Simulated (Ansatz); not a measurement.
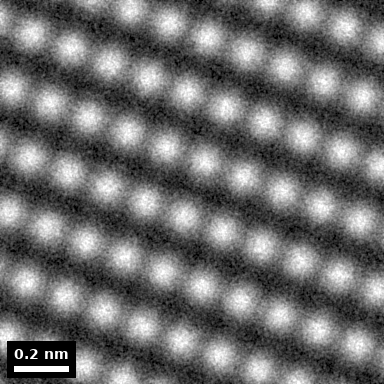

iDPC-like image of Ru (Im-3m, No. 229). Simulated as the projected potential of neutral atoms (B = 0.8 Å²) blurred by a 0.69 Å probe, the thin-sample limit of integrated differential phase contrast. The display is stretched by a gamma of 0.65; percentages refer to the linear signal. Shot noise was added. Structure: the end point of a relaxation with Ansatz 0.2.0, DFT PBEsol, scalar-relativistic, plane waves, PAW; the starting structure was generated, so it need not be a known form of this composition.

Space group Im-3m (No. 229). a = 3.018 Å, b = 3.018 Å, c = 3.018 Å, α = 90.00°, β = 90.00°, γ = 90.00°
```tsv
atom	site	symmetry	x	y	z
Ru	2a	m-3m	0.0000	0.0000	0.0000
```

> Along which zone axis is the crystal seen: [001], [110], [211] or [111]? (Directions equivalent by symmetry count as one.)

[110]. The projected cells are 2.13 × 2.13 Å, 90° for [001]; 1.51 × 2.13 Å, 90° for [110]; 0.87 × 2.13 Å, 90° for [211]; 2.46 × 2.46 Å, 120° for [111], and the image repeats as the [110] one does.
